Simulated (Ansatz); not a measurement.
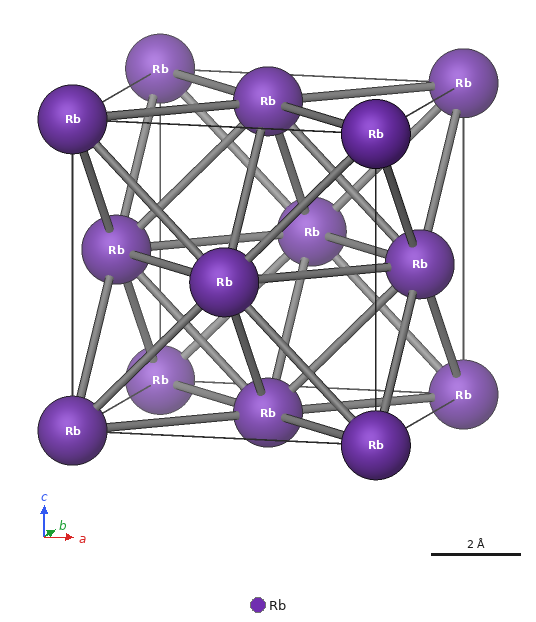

The input geometry (ball-and-stick view of the cell 4 times as large as that of the calculation, set on its symmetry axes, seen slightly off an axis).

# Geometry relaxation, with input and output: Rb

System: Rb (1 atom in the cell).
Method: DFT, PBE, PAW with Ansatz's default frozen-core files, scalar-relativistic, no spin polarisation (Ansatz 0.2.0).

The structure was built on a prototype by a generator; it need not be a known phase. It belongs to a series of runs on one base structure; here: fcc relaxed, PAW files.

## Input file
```yaml
crystal:
  lattice:
    - [0.0, 3.5730106134, 3.5730106134]
    - [3.5730106134, 0.0, 3.5730106134]
    - [3.5730106134, 3.5730106134, 0.0]
  atoms:
    - { symbol: Rb, position: [0.0, 0.0, 0.0] }
kpoints:
  mp_grid: { grid: [10, 10, 10] }
scf:
  occupations: { method: fermi_dirac, width: 0.05 }
hamiltonian:
  xc: pbe
  pseudopotentials: { kind: paw }
output:
  forces: true
  stress: true
  write_density: true
  write_potential: true
  elf: true
  volumetric_format: npy
relax:
  f_tol: 0.005
  max_steps: 40
  cell: {}
```

Command:
```bash
ansatz run input.yaml --threads 1 --pin off --max-ram 3072MiB --backend cpu --events-out ev --progress --plain --runs-dir out
```

## What the program printed
```
Engine: ansatz 0.2.0, aarch64-unknown-linux-gnu
Pseudopotentials: kind: paw
Pseudopotential: Rb, paw, valence charge 9, recommended cutoff 420 eV (normal), Rb.paw.azcp
Functional definition: PBE
  parameter kappa = 0.804
  parameter beta = 0.06672455060314922
  exchange = pbe_x(kappa = kappa, mu = beta*pi^2/3)
  correlation = pbe_c(beta = beta)
Crystal: 1 atoms, lattice volume = 91.229 Å³
Basis set: ecut = 420 eV, 1807 PW (Γ), exchange–correlation on 72×72×72 points (8 copies of the dense FFT grid, shifted against one another)
Bands: 9, of which v1, the nominal top of the filled ones, is band 5 counted from 1 (4 counted from 0)
Symmetry: 48 space group operations
Space group: Fm-3m (ITA 225), of the structure as read, at distance tolerance 4.5e-5 Å
k-points: 47 of 1000
Non-local potential: Rb, projectors of the file, l = 0: 3, l = 1: 2, l = 2: 2
PAW form: soft (Blöchl's): semilocal exchange-correlation on the pseudo side does not see the compensation charge
PAW one-centre angular grid: Rb, 110 points (default); XC on 64 Gauss nodes
Initial density: superposition of atomic densities (neutral atoms: chi_scale 0, normalization atom), corrected by the library's trained network
Initial wavefunctions: pseudopotential atomic-orbital guess
Functional: x = pbe(κ = 0.804, μ = 0.2195149727645171), c = pbe(β = 0.06672455060314922)
SCF iter   1: F=—  HF=-3267.353118 eV  |F-HF|=—  |Δ(HF+E_count)|=         —  Δρ=1.71e-4  dr2=2.89e-5  ethr=1.77e-3  ⟨swp⟩=7.2  Hψ=3573  notcnv=0
preconditioner: auto → Kerker (q_TF=auto, 1.855 Å⁻¹)  [metal: Δε(μ)=0.100 eV  Ē_g=3.491 eV  σ=0.050 eV  W_gap=0.41  n_scr=14 (ndim 8)  ℏωp=3.9 eV  f_vac=0.000  D(μ)=0.98/eV (n_scr^D=0)]
SCF iter   2: F=—  HF=-3267.353810 eV  |F-HF|=—  |Δ(HF+E_count)|=   6.91e-4  Δρ=1.40e-4  dr2=3.44e-5  ethr=3.21e-7  ⟨swp⟩=3.1  Hψ=1198  notcnv=0
SCF iter   3: F=—  HF=-3267.353816 eV  |F-HF|=—  |Δ(HF+E_count)|=   6.41e-6  Δρ=1.01e-4  dr2=2.11e-5  ethr=3.21e-7  ⟨swp⟩=1.0  Hψ=428  notcnv=0
SCF iter   4: F=—  HF=-3267.353825 eV  |F-HF|=—  |Δ(HF+E_count)|=   8.79e-6  Δρ=4.08e-5  dr2=4.48e-6  ethr=2.35e-7  ⟨swp⟩=1.6  Hψ=449  notcnv=0
SCF iter   5: F=—  HF=-3267.353826 eV  |F-HF|=—  |Δ(HF+E_count)|=   1.29e-6  Δρ=7.23e-6  dr2=1.04e-7  ethr=4.98e-8  ⟨swp⟩=1.6  Hψ=459  notcnv=0
SCF iter   6: F=-3267.353826 eV  HF=-3267.353826 eV  |F-HF|=8.11e-9  |Δ(HF+E_count)|=   1.02e-7  Δρ=1.96e-6  dr2=4.21e-9  ethr=1.11e-9  ⟨swp⟩=8.4  Hψ=2067  notcnv=0
SCF 1 converged in 6 iterations: F = -3267.353826 eV  dr2 = 4.21e-9
  greatest PAW one-centre occupation: 0.975 electrons in one spin orbital (limit 2), on the Rb atom at site 0 (counted from 0), in its partial waves of l = 0
relax step   1: F+E_penalty+E_count = -3267.35382626 eV  Δ(F+E_penalty+E_count) = +0.000e0 eV  max|allowed force component| = 0.000e0 eV/Å  Δτ_max = 0.0000 Å  P = +0.008 GPa  Ω = 91.229 Å³  (6 SCF iters, dr2 threshold 1.00e-7 eV, accepted)
Initial density: handed on by an earlier stage of this run
Initial wavefunctions: pseudopotential atomic-orbital guess (no wavefunctions were taken with the density)
iter 1 solved again at ethr=1.22e-7 eV; its pass at ethr=3.10e-3 eV (dr2=1.10e-5 eV) is discarded
SCF iter   1: F=—  HF=-3267.353826 eV  |F-HF|=—  |Δ(HF+E_count)|=         —  Δρ=1.94e-6  dr2=4.19e-9  ethr=1.22e-7  ⟨swp⟩=3.8  Hψ=5044  notcnv=0
eigensolver tolerance schedule: the retry pair's looser diagonalisation over-reported the residual by 2628.87 of it (diagonalisation noise at 0.12 of the residual, at the tolerance the schedule requests for it); recorded, not acted on — ethr = c·dr2/N_el stays at c = 1.0e-1
preconditioner: auto → Kerker (q_TF=auto, 1.855 Å⁻¹)  [metal: Δε(μ)=0.101 eV  Ē_g=3.493 eV  σ=0.050 eV  W_gap=0.41  n_scr=14 (ndim 8)  ℏωp=3.9 eV  f_vac=0.000  D(μ)=0.98/eV (n_scr^D=0)]
SCF iter   2: F=—  HF=-3267.353826 eV  |F-HF|=—  |Δ(HF+E_count)|=   1.86e-7  Δρ=1.33e-6  dr2=2.15e-9  ethr=4.65e-11  ⟨swp⟩=2.5  Hψ=697  notcnv=0
SCF iter   3: F=—  HF=-3267.353826 eV  |F-HF|=—  |Δ(HF+E_count)|=   4.17e-9  Δρ=2.66e-7  dr2=8.69e-11  ethr=2.39e-11  ⟨swp⟩=2.7  Hψ=601  notcnv=0
SCF iter   4: F=—  HF=-3267.353826 eV  |F-HF|=—  |Δ(HF+E_count)|=  6.28e-11  Δρ=1.27e-7  dr2=2.53e-11  ethr=1.00e-12  ⟨swp⟩=1.6  Hψ=450  notcnv=0
SCF iter   5: F=-3267.353826 eV  HF=-3267.353826 eV  |F-HF|=1.36e-12  |Δ(HF+E_count)|=  2.23e-11  Δρ=5.34e-8  dr2=1.78e-12  ethr=1.00e-12  ⟨swp⟩=6.3  Hψ=1806  notcnv=0
SCF 2 converged in 5 iterations: F = -3267.353826 eV  dr2 = 1.78e-12
relax step   2: F+E_penalty+E_count = -3267.35382626 eV  Δ(F+E_penalty+E_count) = -9.104e-10 eV  max|allowed force component| = 0.000e0 eV/Å  Δτ_max = 0.0000 Å  P = +0.008 GPa  Ω = 91.229 Å³  stress off target by 7.78e-3 GPa  SCF on the basis re-selected at this cell (its energy is not comparable with the rows above)  (5 SCF iters)
```

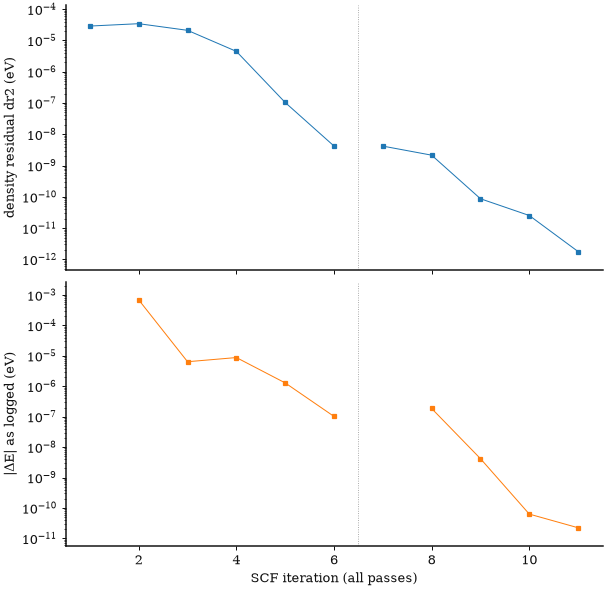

Convergence of the self-consistent field: density residual dr2 and size of the energy change against the SCF iteration. The dotted lines part the SCF passes of the relaxation: geometry steps, rejected trials and re-solves on a re-selected basis. The passes take 6 and 5 iterations.

```
basis re-selected at this cell: Δ(F+E_penalty+E_count) = -9.104e-10 eV, ΔP = +0.000 GPa vs the last step (what re-selecting the basis moved, of the pressure what is left beyond the Pulay correction that the steps carried, after the strain that the cell walked since its last selection, with what the two solves' SCF thresholds leave and, on support functions, any second-order correction that the steps lacked; it is no measure of the basis error at this ecutwfc). This SCF's stress stands 7.78e-3 GPa from its target on what of the cell is left free (relax.cell.stress_tol is 5.00e-2 GPa) and its largest allowed force component is 0.00e0 eV/Å (relax.f_tol is 5.00e-3 eV/Å): within both
SCF converged after 5 iterations
Free energy (F): -3267.353826 eV
Harris-Foulkes:  -3267.353826 eV  (|F-HF|=1.36e-12)
Internal energy: -3267.345919 eV  (E = F + TS)
E sigma→0 (E₀):  -3267.349873 eV
Entropy (-TS):   -0.007907 eV (-7.907 meV/atom)
Fermi energy:    1.906233 eV
--- Per-component energies (eV) ---
  E_band       = -119.009847
  E_kinetic    = 190.743231
  E_local      = -709.257585  (includes V_loc(G=0)·N_el)
  E_nonlocal   = 173.586485
  E_hartree    = 199.020640
  E_xc         = -129.248484
  E_vxc        = -135.149047  (∫ρ·V_xc dr)
  E_paw        = -2618.020348  (= ΣΔE_a)
  E_vpaw       = -36.974200  (= ΣTr[D̂ρ^β])
  E_aug_tail   = -0.000001  (compensation charges beyond the density's cutoff)
  E_ewald      = -374.169856
  E_smearing   = -0.007907  (= −TS)
  E_closure    = -0.000000  (closes the sum)
  Σ components = -3267.353826   (vs F -3267.353826, Δ=0.00e0)
--- Forces (eV/Å), atoms counted from 1 ---
  atom   1  Rb     0.00000000    -0.00000000     0.00000000
  max |Σ_I F_I| component: 1.03e-32 eV/Å
--- Stress (GPa, compression-positive) ---
        0.007777      -0.000000      -0.000000
        0.000000       0.007777      -0.000000
       -0.000000      -0.000000       0.007777
  P = ⅓ Tr σ = 0.0078 GPa (0.078 kbar)
--- Band table (eV; the first three rows and the last of 47) ---
  k-point 0: bands = ["-26.9653", "-11.0092", "-11.0092", "-11.0092", "-0.0370", "5.5224", "5.5224", "5.5224", "6.8532"]
  k-point 1: bands = ["-26.9650", "-11.0183", "-11.0104", "-11.0104", "0.0743", "5.2143", "5.5692", "5.5692", "6.7252"]
  k-point 2: bands = ["-26.9640", "-11.0420", "-11.0137", "-11.0137", "0.3983", "4.5832", "5.6189", "5.6189", "6.6094"]
  k-point 46: bands = ["-26.9604", "-11.0786", "-11.0620", "-11.0441", "3.0188", "3.4235", "3.5435", "4.5691", "7.1240"]
--- Relaxed structure (1 steps of the walk, 1 accepted, 1 SCFs on fresh bases) ---
  F+E_penalty+E_count = -3267.35382626 eV   max|allowed force component| = 0.000e0 eV/Å   (the final SCF, on the basis selected at the relaxed cell)
  cell:  # Å, volume = 91.2290 Å³
    - [0.0, 3.5730106134, 3.5730106134]
    - [3.5730106134, 0.0, 3.5730106134]
    - [3.5730106134, 3.5730106134, 0.0]
  atoms:
    - { symbol: Rb, position: [0.0, 0.0, 0.0] }
```

## File rho_z.tsv
```
# z_ang	rho[e/angstrom^3]
# format = ansatz-planar-average/11
# lattice	0.000000000	3.573010613	3.573010613
# lattice	3.573010613	0.000000000	3.573010613
# lattice	3.573010613	3.573010613	0.000000000
# sites	1
# site	37	0.000000000	0.000000000	0.000000000
0.000000	2.598983e-1
0.140361	2.581094e-1
0.280722	2.509734e-1
0.421083	2.349157e-1
0.561444	2.081501e-1
0.701806	1.729267e-1
0.842167	1.347165e-1
0.982528	9.939658e-2
1.122889	7.078020e-2
1.263250	4.990747e-2
1.403611	3.583415e-2
1.543972	2.683102e-2
1.684333	2.123509e-2
1.824694	1.780657e-2
1.965056	1.573537e-2
2.105417	1.451201e-2
2.245778	1.381953e-2
2.386139	1.347010e-2
2.526500	1.336416e-2
2.666861	1.347010e-2
2.807222	1.381953e-2
2.947583	1.451201e-2
3.087944	1.573537e-2
3.228306	1.780657e-2
3.368667	2.123509e-2
3.509028	2.683102e-2
3.649389	3.583415e-2
3.789750	4.990747e-2
3.930111	7.078020e-2
4.070472	9.939658e-2
4.210833	1.347165e-1
4.351195	1.729267e-1
4.491556	2.081501e-1
4.631917	2.349157e-1
4.772278	2.509734e-1
4.912639	2.581094e-1
```

## Trajectory as extended XYZ (Å, eV, eV/Å), 2 frames, from step=1 to step=2
```
1
Lattice="0.0000 3.5730 3.5730 3.5730 0.0000 3.5730 3.5730 3.5730 0.0000" Properties=species:S:1:pos:R:3:forces:R:3 step=1 energy=-3267.35383 pressure_GPa=0.01
Rb    0.0000    0.0000    0.0000    0.0000   0.0000   0.0000
1
Lattice="0.0000 3.5730 3.5730 3.5730 0.0000 3.5730 3.5730 3.5730 0.0000" Properties=species:S:1:pos:R:3:forces:R:3 step=2 energy=-3267.35383 pressure_GPa=0.01
Rb    0.0000    0.0000    0.0000    0.0000   0.0000   0.0000
```

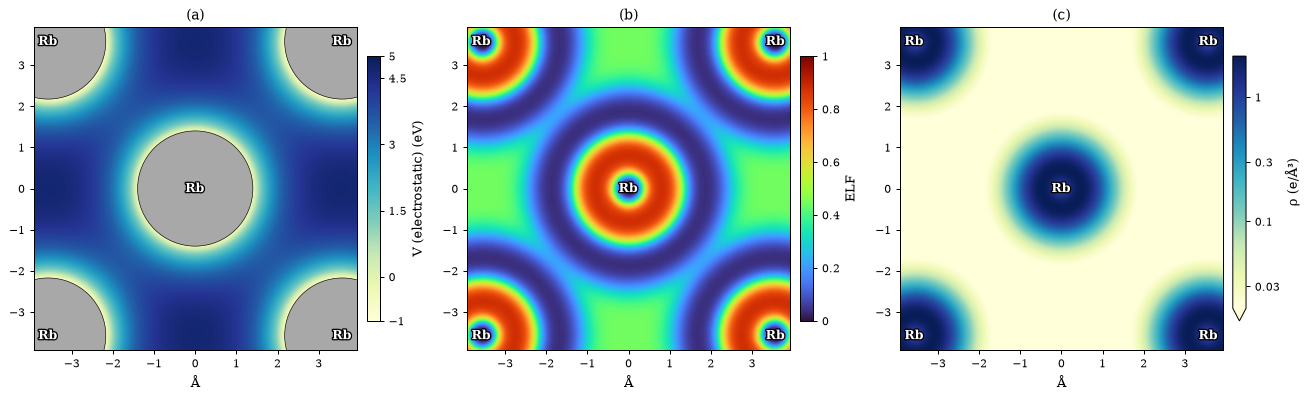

(a) electrostatic potential (local pseudopotential plus Hartree) felt by an electron; (b) ELF; (c) valence pseudo-density on the (100) plane of the conventional cell. Grey discs, where drawn, cover atomic cores. The plane passes through Rb nuclei. Rb–Rb (5.05 Å): ρ at the midpoint is about 0.01 e/Å³; the ELF is about 0.20 at the midpoint; no localised pair between them. Away from the nuclei the density in this plane falls to 0.01 e/Å³ at its lowest. The strong features right at Rb lie inside the PAW spheres (semicore, d or f shells) and say nothing about bonding. Outside the cores the potential energy rises away from the atoms and is highest about 3.5 Å from the nearest atoms; outside the discs it spans about 5 eV, and its zero is arbitrary. Core electrons are frozen (PAW), so the fields are smoothed inside the atomic spheres.

## Summary

| quantity | value |
| --- | --- |
| outcome | converged |
| space group (tolerance 0.01 Å) | Fm-3m (225) |
| electrons treated | 9 |
| free energy | −3267.3538 eV |
| Fermi energy | 1.906 eV |
| pressure | 0.01 GPa |
| final volume | 91.23 Å³ |
| largest force (length of the vector) at the end | under 0.001 eV/Å |
| final cell | a = 5.053 Å, b = 5.053 Å, c = 5.053 Å, α = 60.00°, β = 60.00°, γ = 60.00° |
| hardware | 1 thread of Arm Neoverse V2, 24 GiB of memory available, shared host |
| wall time | 4.2 s |
| peak memory | 0.34 GiB |
